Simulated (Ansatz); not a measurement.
System: C, space group Pm-3m (No. 221) (one of a set of cubic test structures, which need not be the stable phase).

Input of one of the runs behind the figure:
```
crystal:
  lattice:
    - [1.776565569746, 0.0, 0.0]
    - [0.0, 1.776565569746, 0.0]
    - [0.0, 0.0, 1.776565569746]
  atoms:
    - { symbol: C, position: [0, 0, 0] }
kpoints:
  mp_grid: { grid: [21, 21, 21] }
hamiltonian:
  xc: pbe
  pseudopotentials: { kind: paw }
scf:
  occupations: { method: fermi_dirac, width: 0.061225619053 }
output:
  forces: true
  stress: true
```

Run as:
```bash
ansatz run input.yaml --threads 1
```

How it was computed, with Ansatz 0.2.0 development build: equation of state of a cubic crystal from periodic Kohn-Sham density functional theory without spin, third-order Birch-Murnaghan fit to the free energies; pressure corrected for the finite basis. Level: PBE.

- structure type: simple cubic
- atoms in cell: 1
- space group number: 221
- lattice centring: simple cubic
- k mesh: 21×21×21
- occupation method: Fermi–Dirac
- occupation width: 0.06123 eV
- wave cutoff: 420 eV
- datasets: soft-1 PAW
- density tolerance: 1e−07 eV
- bands: 6
- density cutoff ratio: 4
- search for lower states: default

What does the calculation give for the energy above the lowest point and pressure against volume? The volume takes the values 5.2707, 5.3829, 5.4950, 5.6072, 5.7193, 5.8315, 5.9436 Å³/atom.

A third-order Birch–Murnaghan fit gives V0 = 5.59 Å³/atom, B0 = 297 GPa and B′ = 3.3. The energy above the lowest point is 18.0 meV/atom at volume 5.2707 Å³/atom and 19.2 meV/atom at 5.9436 Å³/atom; the lowest computed point is at volume 5.6072 Å³/atom (0.0 meV/atom), in a single well. The pressure falls from 19.3 GPa at volume 5.2707 Å³/atom to −16.6 GPa at 5.9436 Å³/atom, and changes sign near 5.59 Å³/atom.

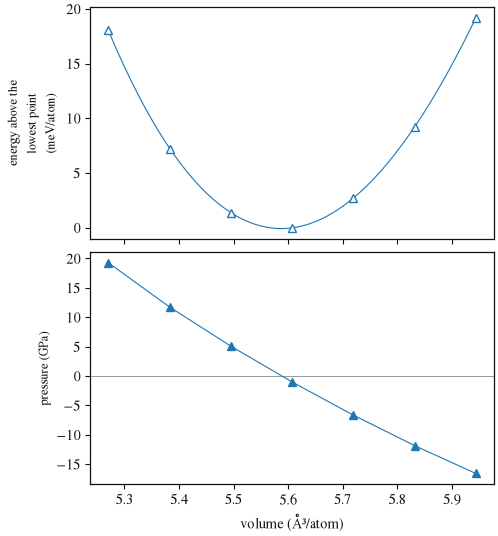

Keep in mind: cubic model structure, not the ambient form; modest k-mesh, values are not fully converged in k.
